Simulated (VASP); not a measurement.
# Band-structure run of ZnSe (part 2 of 2)

Continued. System: ZnSe (F-43m, 2 atoms in the cell). Method: Kohn-Sham DFT of a periodic cell, PBE, VASP PAW PBE potentials, recommended, no spin polarisation (VASP 6.6.1); cutoff 520 eV, 10×10×10 k-mesh, Gaussian smearing of 0.02 eV. The structure derives from an entry of the Crystallography Open Database.

Geometry of the input (Å; fractional positions):
```
0.0000  2.8699  2.8699
2.8699  0.0000  2.8699
2.8699  2.8699  0.0000
Zn 0.0000  0.0000  0.0000
Se 0.2500  0.2500  0.2500
```

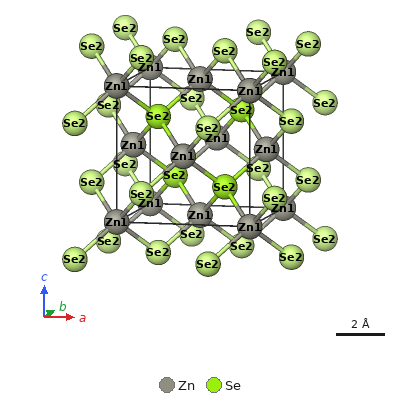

The structure (ball-and-stick view of the cell 4 times as large as that of the calculation, set on its symmetry axes, seen slightly off an axis; neighbours outside the cell are drawn fainter; atoms are numbered from 1 in the order of the input). An atom can appear more than once, as a periodic image.

Parts of OUTCAR, continued
```
   k-points           NKPTS =     47   k-points in BZ     NKDIM =     47   number of bands    NBANDS=     16
   number of dos      NEDOS =    301   number of ions     NIONS =      2
   total plane-waves  NPLWV =  27000
   dimension x,y,z NGX =    30 NGY =   30 NGZ =   30
   dimension x,y,z NGXF=    60 NGYF=   60 NGZF=   60
   ions per type =               1   1
   NGX,Y,Z   is equivalent  to a cutoff of  12.29, 12.29, 12.29 a.u.
   NGXF,Y,Z  is equivalent  to a cutoff of  24.58, 24.58, 24.58 a.u.
 SYSTEM =  ZnSe
   PREC   = accura    normal or accurate (medium, high low for compatibility)
   ISTART =      0    job   : 0-new  1-cont  2-samecut
   ICHARG =      2    charge: 1-file 2-atom 10-const
   ISPIN  =      1    spin polarized calculation?
   LNONCOLLINEAR =      F non collinear calculations
   LSORBIT =      F    spin-orbit coupling
   LASPH  =      T    aspherical Exc in radial PAW
   ENCUT  =  520.0 eV  38.22 Ry    6.18 a.u.   7.55  7.55  7.55*2*pi/ulx,y,z
   NELM   =     80;   NELMIN=  2; NELMDL= -5     # of ELM steps
   EDIFF  = 0.1E-06   stopping-criterion for ELM
   LREAL  =      F    real-space projection
   EDIFFG = 0.1E-05   stopping-criterion for IOM
   NSW    =      0    number of steps for IOM
   IBRION =     -1    ionic relax: 0-MD 1-quasi-New 2-CG
   NFREE  =      0    steps in history (QN), initial steepest desc. (CG)
   ISIF   =      2    stress and relaxation
   ISYM   =      2    0-nonsym 1-usesym 2-fastsym
   POTIM  = 0.5000    time-step for ionic-motion
   TEBEG  =    0.0;   TEEND  =   0.0 temperature during run
   PSTRESS=    0.0 pullay stress
   NELECT =      18.0000    total number of electrons
   NUPDOWN=      -1.0000    fix difference up-down
   EMIN   =  10.00;   EMAX   =-10.00  energy-range for DOS
   EFERMI =   0.00;   METHOD = LEGACY
   ISMEAR =     0;   SIGMA  =   0.02  broadening in eV -4-tet -1-fermi 0-gaus
   EFERMI_NEDOS =   21; number of points for ismear=-14 and -15
   IALGO  =     68    algorithm
   IMIX   =      4    mixing-type and parameters
     AMIX     =   0.20;   BMIX     =  1.00
     AMIX_MAG =   0.80;   BMIX_MAG =  1.00
  volume/ion in A,a.u.               =      23.64       159.52
  Fermi-wavevector in a.u.,A,eV,Ry     =   1.186538  2.242231 19.155253  1.407871
  Thomas-Fermi vector in A             =   2.322708
   LORBIT       =      0    0 simple, 1 ext, 2 COOP (PROOUT), +10 PAW based schemes
   GGA     = PE    functional components
   LHFCALC =     F    Hartree Fock is set to
   AEXX    =    0.0000 exact exchange contribution
   IVDW    =     0    specifies the selected vdW correction
   LEPSILON=     F    determine dielectric tensor
   LRPA    =     F    only Hartree local field effects (RPA)
 non-spin polarized calculation
 RMM-DIIS sequential band-by-band and
 Gauss-broadening in eV      SIGMA  =   0.02
  energy-cutoff  :      520.00
  volume of cell :       47.28
 maximum number of plane-waves:      1295
   NGX = 15   NGY = 15   NGZ = 15

 number of electron      18.0000016 magnetization

 Free energy of the ion-electron system (eV)
  ---------------------------------------------------
  ext. energy  EPLUGINS =         0.00000000
  ---------------------------------------------------
  free energy    TOTEN  =        -6.03320382 eV

  energy without entropy =       -6.03320382  energy(sigma->0) =       -6.03320382

 E-fermi :   1.4306     XC(G=0):  -9.1493     alpha+bet : -6.9362

 val. band max:        1.2940228657   @ k =   0.0000   0.0000   0.0000
 cond. band min:       2.4333055899   @ k =   0.0000   0.0000   0.0000
 fundamental gap:      1.1392827243
 Fermi energy:         1.4306492673

 k-point     1 :       0.0000    0.0000    0.0000
  band No.  band energies     occupation
      1     -11.7286      2.00000
      2      -5.1202      2.00000
      3      -5.1202      2.00000
      4      -5.1202      2.00000
      5      -4.7840      2.00000
      6      -4.7840      2.00000
      7       1.2940      2.00000
      8       1.2940      2.00000
      9       1.2940      2.00000
     10       2.4333      0.00000
     11       7.1047      0.00000
     12       7.1047      0.00000
     13       7.1047      0.00000
     14      11.0757      0.00000
     15      12.6748      0.00000
     16      12.6748      0.00000

 k-point     2 :       0.1000    0.0000    0.0000
  band No.  band energies     occupation
      1     -11.6681      2.00000
      2      -5.1151      2.00000
      3      -5.1107      2.00000
      4      -5.1107      2.00000
      5      -4.7849      2.00000
      6      -4.7849      2.00000
      7       0.3351      2.00000
      8       1.2005      2.00000
      9       1.2005      2.00000
     10       3.2107      0.00000
     11       7.0170      0.00000
     12       7.2669      0.00000
     13       7.2669      0.00000
     14      11.6855      0.00000
     15      12.0933      0.00000
     16      12.0933      0.00000

 k-point     3 :       0.2000    0.0000    0.0000
  band No.  band energies     occupation
      1     -11.5023      2.00000
      2      -5.0872      2.00000
      3      -5.0872      2.00000
      4      -5.0865      2.00000
      5      -4.7852      2.00000
      6      -4.7852      2.00000
      7      -1.0131      2.00000
      8       0.9756      2.00000
      9       0.9756      2.00000
     10       3.8561      0.00000
     11       7.3129      0.00000
     12       7.5947      0.00000
     13       7.5947      0.00000
     14      11.6328      0.00000
     15      11.6328      0.00000
     16      12.1628      0.00000

 k-point     4 :       0.3000    0.0000    0.0000
  band No.  band energies     occupation
      1     -11.2800      2.00000
      2      -5.0617      2.00000
      3      -5.0617      2.00000
      4      -4.9981      2.00000
      5      -4.7807      2.00000
      6      -4.7807      2.00000
      7      -2.2553      2.00000
      8       0.7282      2.00000
      9       0.7282      2.00000
     10       3.9283      0.00000
     11       7.7618      0.00000
     12       7.7618      0.00000
     13       8.3228      0.00000
     14      11.7329      0.00000
     15      11.9673      0.00000
     16      11.9673      0.00000

 k-point     5 :       0.4000    0.0000    0.0000
  band No.  band energies     occupation
      1     -11.0830      2.00000
      2      -5.0451      2.00000
      3      -5.0451      2.00000
      4      -4.8110      2.00000
      5      -4.7721      2.00000
      6      -4.7721      2.00000
      7      -3.2371      2.00000
      8       0.5463      2.00000
      9       0.5463      2.00000
     10       3.8221      0.00000
     11       7.7224      0.00000
     12       7.7224      0.00000
     13       9.3939      0.00000
     14      11.7091      0.00000
     15      13.0842      0.00000
     16      13.0842      0.00000

 [... the levels of 18 k-points are left out ...]

 k-point    24 :       0.4000    0.3000    0.0000
  band No.  band energies     occupation
      1     -10.9728      2.00000
      2      -5.0748      2.00000
      3      -4.9529      2.00000
      4      -4.9420      2.00000
      5      -4.7526      2.00000
      6      -4.7511      2.00000
      7      -2.6033      2.00000
      8      -0.5726      2.00000
      9      -0.3630      2.00000
     10       4.8898      0.00000
     11       5.3999      0.00000
     12       9.4289      0.00000
     13      10.3587      0.00000
     14      11.4673      0.00000
     15      14.4652      0.00000
     16      15.7541      0.00000

 [... further k-points ...]

------------------------ aborting loop because EDIFF is reached ----------------------------------------

  FORCE on cell =-STRESS in cart. coord.  units (eV):
  Direction    XX          YY          ZZ          XY          YZ          ZX
  --------------------------------------------------------------------------------------
  -------------------------------------------------------------------------------------
  Total       -0.0058680     -0.0058680     -0.0058680     -0.0000000      0.0000000      0.0000000
  in kB       -0.1988608     -0.1988608     -0.1988608     -0.0000000      0.0000000      0.0000000
  external PRESSURE =      -0.1988608 kB  Pullay stress =       0.0000000 kB

 VOLUME and BASIS-vectors are now :
 -----------------------------------------------------------------------------
  energy-cutoff  :      520.00
  volume of cell :       47.28
      direct lattice vectors                 reciprocal lattice vectors
     0.000000000  2.869949001  2.869949001    -0.174219124  0.174219124  0.174219124
     2.869949001  0.000000000  2.869949001     0.174219124 -0.174219124  0.174219124
     2.869949001  2.869949001  0.000000000     0.174219124  0.174219124 -0.174219124

 POSITION                                       TOTAL-FORCE (eV/Angst)
 -----------------------------------------------------------------------------------
      0.00000      0.00000      0.00000        -0.000000     -0.000000     -0.000000
      1.43497      1.43497      1.43497         0.000000      0.000000      0.000000
 -----------------------------------------------------------------------------------
    total drift:                               -0.000001     -0.000001     -0.000001

  FREE ENERGIE OF THE ION-ELECTRON SYSTEM (eV)
  ---------------------------------------------------
  free  energy   TOTEN  =        -6.0332038208 eV

  energy  without entropy=       -6.0332038208  energy(sigma->0) =       -6.03320382
```

CONTCAR
```
ZnSe
   1.00000000000000
     0.0000000000000000    2.8699490005000001    2.8699490005000001
     2.8699490005000001    0.0000000000000000    2.8699490005000001
     2.8699490005000001    2.8699490005000001    0.0000000000000000
  Zn              Se
     1     1
Direct
     0.0000000000000000    0.0000000000000000    0.0000000000000000
     0.2500000000000000    0.2500000000000000    0.2500000000000000

  0.00000000E+00  0.00000000E+00  0.00000000E+00
  0.00000000E+00  0.00000000E+00  0.00000000E+00
```

Key numbers

```json
{"quantity": "outcome", "value": "converged"}
{"quantity": "space group (tolerance 0.01 Å)", "value": "F-43m (216)"}
{"quantity": "electrons treated", "value": "18"}
{"quantity": "free energy", "value": "−6.0332 eV"}
{"quantity": "gap on the k-point mesh", "value": "1.14 eV"}
{"quantity": "gap on the band path", "value": "1.14 eV"}
{"quantity": "pressure", "value": "−0.02 GPa"}
{"quantity": "largest force (length of the vector)", "value": "under 0.001 eV/Å"}
{"quantity": "wall time", "value": "98 s"}
{"quantity": "peak memory", "value": "0.2 GiB"}
```
